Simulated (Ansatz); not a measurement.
**Run report: Co, single-point calculation (part 2 of 2)**

Co (6 atoms in the cell); DFT LDA, scalar-relativistic, plane waves, PAW, PAW set soft_1, spin-polarised (Ansatz 0.2.0); cutoff 520 eV, 20×20×4 k-mesh, Gaussian smearing of 0.15 eV, collinear spins. The structure derives from an entry of the Crystallography Open Database.

Geometry of the input (Å; fractional positions):
```
-2.4287  0.0000  0.0000
-1.2144  -2.1033  0.0000
-0.6072  -1.0517  11.7530
Co 0.3333  -0.0417  0.7500
Co 0.3333  0.2917  0.0833
Co 0.3333  0.1250  0.4167
Co 0.6667  0.2083  0.9166
Co 0.6667  0.5417  0.2500
Co 0.6667  0.3750  0.5833
```

Output, continued
```
  k-point 1 ↑: bands = ["-75.1809", "-75.0966", "-75.0156", "-74.9818", "-74.9468", "-74.9377", "-39.1542", "-38.8506", "-38.7606", "-38.6568", "-38.6157", "-38.6049", "-38.6026", "-38.5652", "-38.5252", "-38.5017", "-38.4932", "-38.4743", "-38.4665", "-38.4543", "-38.4435", "-38.4383", "-38.4331", "-38.4283", "10.6850", "11.2767", "12.3517", "13.6054", "14.4075", "14.6485", "16.4499", "17.1413", "17.2923", "17.3385", "17.3441", "17.4095", "17.4390", "17.4674", "17.4865", "17.5101", "17.5174", "17.5844", "17.7023", "17.7242", "17.8612", "17.8637", "18.2157", "18.2801", "18.4189", "18.6252", "18.6952", "19.0051", "19.0137", "19.2945", "19.3210", "19.4784", "19.4953", "19.5760", "19.5820", "19.6878", "27.7250", "30.3505", "34.0333", "38.1041", "41.8891", "42.5903", "42.6233", "43.2796"]
  k-point 2 ↑: bands = ["-75.1809", "-75.0966", "-75.0155", "-74.9821", "-74.9462", "-74.9380", "-39.1539", "-38.8605", "-38.7113", "-38.7049", "-38.6123", "-38.6096", "-38.6049", "-38.5652", "-38.5025", "-38.5017", "-38.4928", "-38.4742", "-38.4688", "-38.4632", "-38.4438", "-38.4381", "-38.4331", "-38.4283", "10.8751", "10.9466", "12.9824", "12.9993", "14.5298", "14.6174", "16.4311", "17.0879", "17.2657", "17.3295", "17.3305", "17.4141", "17.4488", "17.4536", "17.5008", "17.5092", "17.5657", "17.5835", "17.6346", "17.7533", "17.8473", "17.8851", "18.2270", "18.4627", "18.5942", "18.8027", "18.8401", "18.9041", "18.9464", "19.1917", "19.2376", "19.3943", "19.4627", "19.5283", "19.5751", "19.5819", "28.8290", "28.8306", "36.0305", "36.0609", "42.4697", "42.5580", "42.6476", "43.6861"]
  k-point 803 ↓: bands = ["-73.2505", "-73.1693", "-73.0989", "-73.0937", "-73.0840", "-73.0740", "-37.3155", "-37.1787", "-37.1055", "-37.0862", "-37.0642", "-37.0583", "-36.9901", "-36.8920", "-36.8791", "-36.8525", "-36.8414", "-36.8064", "-36.7794", "-36.7642", "-36.7501", "-36.7444", "-36.7438", "-36.7170", "15.5091", "15.5607", "15.7331", "15.9176", "16.0926", "16.1227", "16.5595", "17.0761", "17.1957", "17.3753", "17.3839", "18.0542", "18.5667", "18.9363", "19.0363", "19.3772", "19.4608", "19.5159", "19.8927", "20.3449", "20.7817", "20.9530", "21.1872", "21.3432", "21.3875", "21.4281", "21.4659", "21.5152", "21.5580", "21.5929", "21.8696", "22.1764", "22.7360", "24.0187", "24.2147", "24.8386", "27.5621", "29.3773", "29.6985", "29.9345", "30.5406", "32.5407", "33.7060", "36.1996"]
--- Löwdin populations: 6 sites ---
  site symbol       q [e]    m [muB]
     0     Co     16.7948     1.5340
     1     Co     16.7870     1.5903
     2     Co     16.7876     1.5600
     3     Co     16.7870     1.5903
     4     Co     16.7948     1.5340
     5     Co     16.7876     1.5600
  spilling = 0.012364 (of n_electrons = 102.000000)
```

File populations.tsv
```
# site	symbol	l	j	q_up	q_dn
# orbitals = lowdin
# n_electrons = 102.000000
# spilling = 0.012364
0	Co	0_3S	-	0.998767	0.998870
0	Co	0_4S	-	0.454527	0.481626
0	Co	1_3P	-	2.998140	2.997967
0	Co	2_3D	-	4.712983	3.151935
1	Co	0_3S	-	0.998576	0.998680
1	Co	0_4S	-	0.456053	0.481362
1	Co	1_3P	-	2.997832	2.997434
1	Co	2_3D	-	4.736191	3.120892
2	Co	0_3S	-	0.998769	0.998875
2	Co	0_4S	-	0.453157	0.483655
2	Co	1_3P	-	2.998151	2.998012
2	Co	2_3D	-	4.723744	3.133260
3	Co	0_3S	-	0.998576	0.998680
3	Co	0_4S	-	0.456053	0.481362
3	Co	1_3P	-	2.997832	2.997434
3	Co	2_3D	-	4.736191	3.120892
4	Co	0_3S	-	0.998767	0.998870
4	Co	0_4S	-	0.454527	0.481626
4	Co	1_3P	-	2.998140	2.997967
4	Co	2_3D	-	4.712983	3.151935
5	Co	0_3S	-	0.998769	0.998875
5	Co	0_4S	-	0.453157	0.483655
5	Co	1_3P	-	2.998151	2.998012
5	Co	2_3D	-	4.723744	3.133260
```

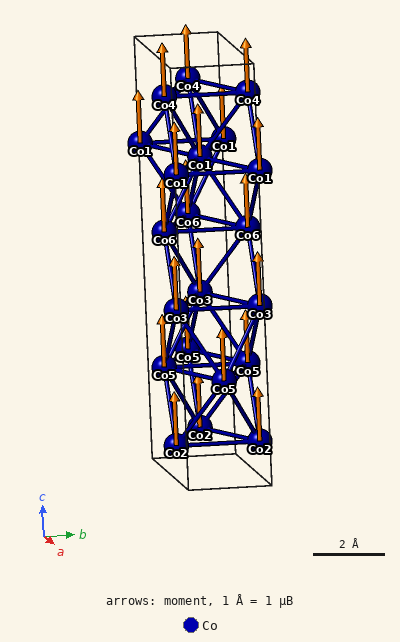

**Figure 1.** Magnetic moments of the sites as orange arrows (ball-and-stick view of the cell 2 times as large as that of the calculation, set on its symmetry axes, seen slightly off an axis; atoms are numbered from 1 in the order of the input); small moments hardly show. The run is collinear, so the axis drawn is arbitrary. Site moments: Co2, Co3, Co4, Co6 (1.56 μB); Co1, Co5 (1.53 μB). They are counted near the atoms and needn't add up to the moment of the cell.

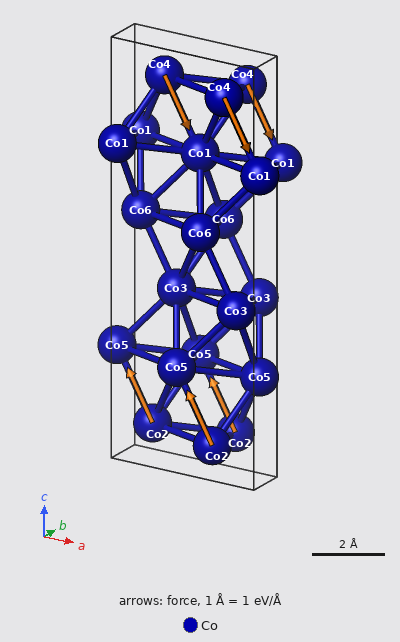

**Figure 2.** Forces on the atoms as orange arrows (ball-and-stick view of the cell 2 times as large as that of the calculation, set on its symmetry axes, seen slightly off an axis; atoms are numbered from 1 in the order of the input); the smallest are left out. The largest act on Co2, Co4 (1.74 eV/Å). The geometry is not a stationary point of this energy.

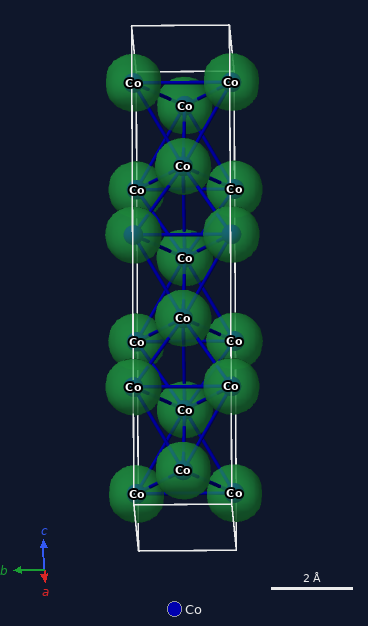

**Figure 3.** Isosurfaces of the spin density at +0.2 (green) and −0.2 e/Å³ (red), seen at an oblique angle. Sticks mark near contacts. The outline is the cell set on symmetry axes. The cell of the calculation (6 atoms) carries 9.1 μB net. Only one sign reaches the isovalue. Core electrons are frozen (PAW), so the fields are smoothed inside the atomic spheres.

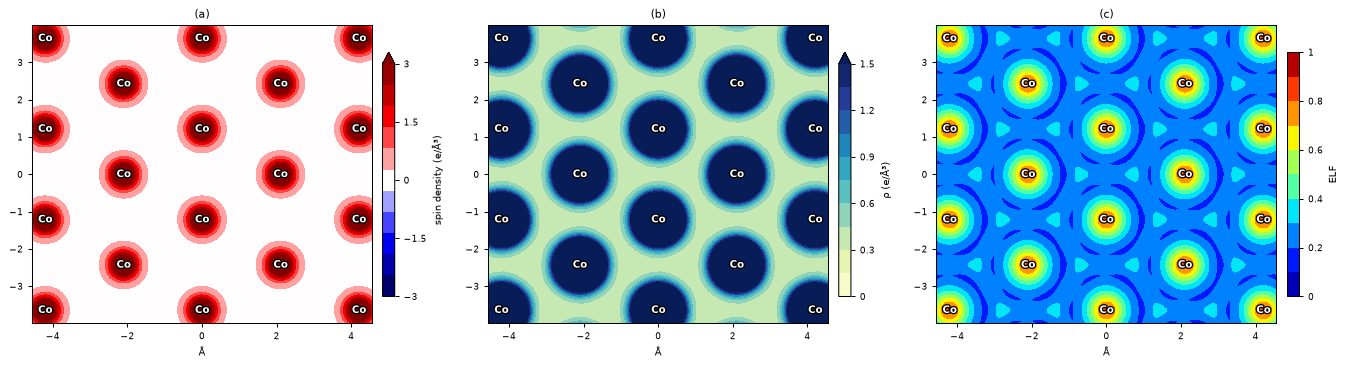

**Figure 4.** (a) magnetisation density (up minus down); (b) valence electron density; (c) ELF on the (001) plane of the conventional cell. The section cuts through Co sites. Co–Co (2.43 Å): the density is about 0.38 e/Å³ at the midpoint; the ELF is about 0.25 at the midpoint (no localised pair between them). Away from the nuclei the density in this plane falls to 0.31 e/Å³ at its lowest. The strong features right at Co lie inside the PAW spheres (semicore, d or f shells) and say nothing about bonding. The cell of the calculation (6 atoms) carries 9.1 μB net.

Summary

```json
{"quantity": "outcome", "value": "converged"}
{"quantity": "space group (tolerance 0.01 Å)", "value": "C2/m (12)"}
{"quantity": "electrons treated", "value": "102"}
{"quantity": "free energy", "value": "−30376.2131 eV"}
{"quantity": "Fermi energy", "value": "20.150 eV"}
{"quantity": "gap on the k-point mesh", "value": "none (metallic)"}
{"quantity": "net moment of the cell", "value": "9.11 μB"}
{"quantity": "integrated absolute moment", "value": "9.64 μB"}
{"quantity": "pressure", "value": "3.09 GPa"}
{"quantity": "largest force (length of the vector)", "value": "1.736 eV/Å"}
{"quantity": "wall time", "value": "4.6 min (CPU time 18 min)"}
{"quantity": "peak memory", "value": "5.1 GiB"}
```

The electronic state found may not be the lowest one. The program warns: the PAW datasets were made with another functional; the k-point mesh lowers the symmetry that the run can use.
